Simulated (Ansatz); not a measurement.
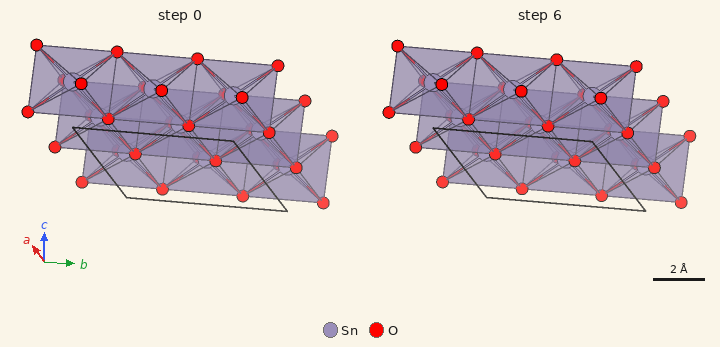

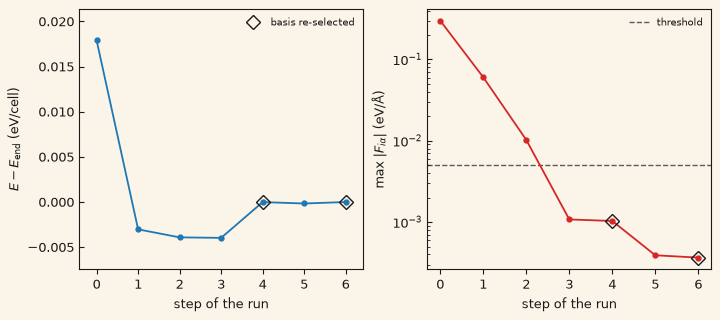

First and last geometry of a relaxation of a slab of composition SnO$_{2}$, with the history of the run. The picture is a polyhedral view of the 2 × 2 repeat of the cell, outlined in the plane, without the vacuum, seen from a free direction.

The calculation used Ansatz, DFT, PBEsol, plane waves, PAW. (plane-wave cutoff 420 eV; k-point mesh 12 × 12 × 1; occupations fermi dirac; smearing width 0.02 eV; no spin polarisation; cell and atoms relaxed; force threshold 0.005 eV/Å)

**Read the history and describe the run.**

It converged. The largest moves, 0.007 Å, are those of O atoms. Sn stays in place. In the plane the drawn cell goes a 6.454 → 6.385 Å (−1.1 %), b 6.454 → 6.385 Å (−1.1 %). Among the contacts that change: O–Sn 2.120 → 2.100 Å. The energy falls by 17.9 meV per cell of the calculation in 4 accepted moves (6 points after the start). Largest force component: 0.3 eV/Å at the start, 0.00036 eV/Å at the end. At 2 points the geometry stayed and the basis and grid were re-selected for the new cell (energy shift of 4.0 meV per cell of the calculation at most each time). The run took about 17 s of wall time on a shared GPU.

| step | E − E(0), meV/atom | largest force component, eV/Å | note |
| --- | --- | --- | --- |
| 0 | 0.00 | 0.3007 |  |
| 1 | -6.98 | 0.0605 |  |
| 2 | -7.27 | 0.0103 |  |
| 3 | -7.29 | 0.0011 |  |
| 4 | -5.97 | 0.0010 | same geometry, new basis |
| 5 | -6.02 | 0.0004 |  |
| 6 | -5.97 | 0.0004 | same geometry, new basis |
